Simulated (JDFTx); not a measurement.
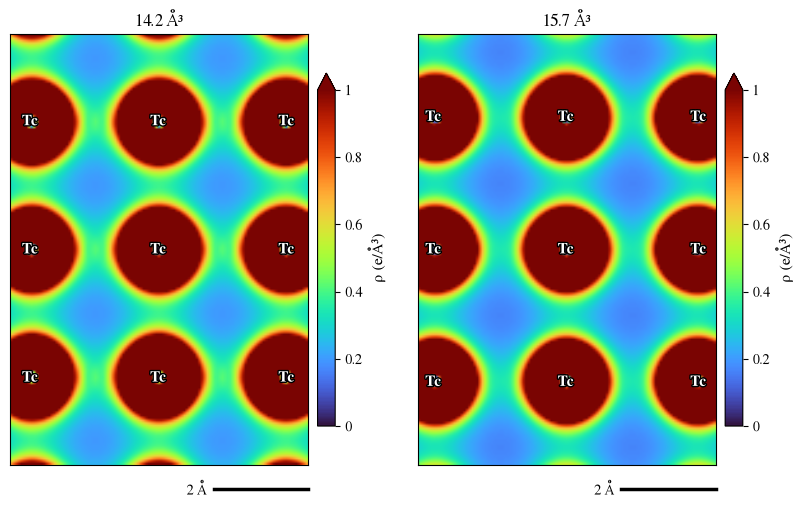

Tc. The valence charge density (pseudo) of cells scaled evenly to different volumes (given per atom above each panel), on the (101) plane of each (indices in the axes of the cell below), at one length scale and on one colour scale.

Computed with Kohn-Sham DFT of a periodic cell, PBE, PseudoDojo-SR-PBE-0.5-standard (JDFTx).

In a pseudopotential calculation such maps are meaningful between the atoms, not at the nuclei.

The largest cell:

```
CELL_PARAMETERS angstrom
0.00000 1.98825 1.98825
1.98825 0.00000 1.98825
1.98825 1.98825 0.00000
ATOMIC_POSITIONS crystal
Tc 0.00000 0.00000 0.00000
```

| volume (Å³/atom) | Tc–Tc contact in the plane (Å) | ρ at its midpoint (e/Å³) | pressure (GPa) | 
| --- | --- | --- | --- |
| 14.24 | 2.720 | 0.415 | 6.2 | 
| 14.53 | 2.739 | ? | ? | 
| 15.72 | 2.812 | 0.344 | −19.7 | 

What values belong in the row with question marks?

Answer. Over the known rows ln ρ falls by 2.04 per Å of Tc–Tc distance (the line through the two), which gives 0.399 e/Å³ at 2.739 Å; the calculation gives 0.402 e/Å³. For the pressure, a straight line in volume between the neighbouring rows gives 1.1 GPa; the calculation gives −0.2, lower because pressure rises ever faster on compression.
